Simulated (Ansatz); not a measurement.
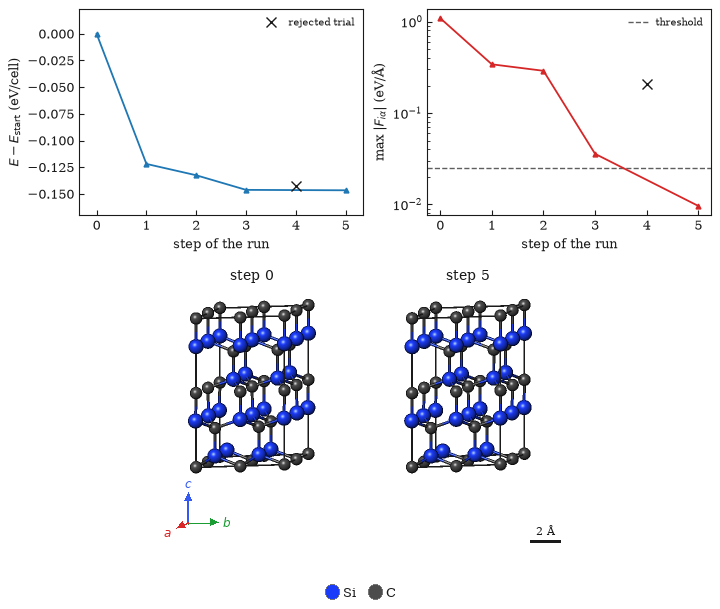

First and last geometry of a relaxation of a defect cell of composition Si₁₆C₁₅ (cell charge +1), with the history of the run. Style: ball-and-stick. Shown: the cell of the calculation, slightly off an axis.

Case: C vacancy (site b), charge +1, atoms relaxed at the host's cell.

Computed with DFT PBEsol, scalar-relativistic, plane waves, PAW in Ansatz 0.2.0. Set-up: plane-wave cutoff 420 eV; k-point mesh 2 × 2 × 2; occupations gaussian; smearing width 0.01 eV; collinear spin; atoms relaxed in a fixed cell; force threshold 0.025 eV/Å; at most 45 steps.

What do the curves and the structures tell?

Answer. It converged. The largest move is that of a Si atom, 0.080 Å roughly along [1 −3 0]. By element the largest moves are Si 0.080 Å, C 0.015 Å. The cell doesn't change. Among the contacts that change: C–Si 1.929 → 1.878 Å, C–Si 1.903 → 1.863 Å, C–Si 1.905 → 1.882 Å, C–Si 1.902 → 1.920 Å. Bond angles that change, for instance: C–Si–C 107.9° → 111.0°, Si–C–Si 109.1° → 106.2°, Si–C–Si 109.9° → 107.3°. Over 4 accepted moves (5 points after the start) the energy falls by 0.147 eV per cell of the calculation. Largest force component: 1.1 eV/Å at the start, 0.0096 eV/Å at the end. The line search rejected the trial step at point 4 of the run. Cost: 33 s on 4 threads of Intel(R) Xeon(R) 6975P-C (Granite Rapids), on a shared host, peak memory 1.3 GiB.

Limits of the set-up: the k-point mesh is coarse for a cell with partly filled bands; the periodic images lie only 6.2 Å apart, so the values are limited by the cell's size; the cell is charged, on a uniform background, and energies carry no finite-size correction.
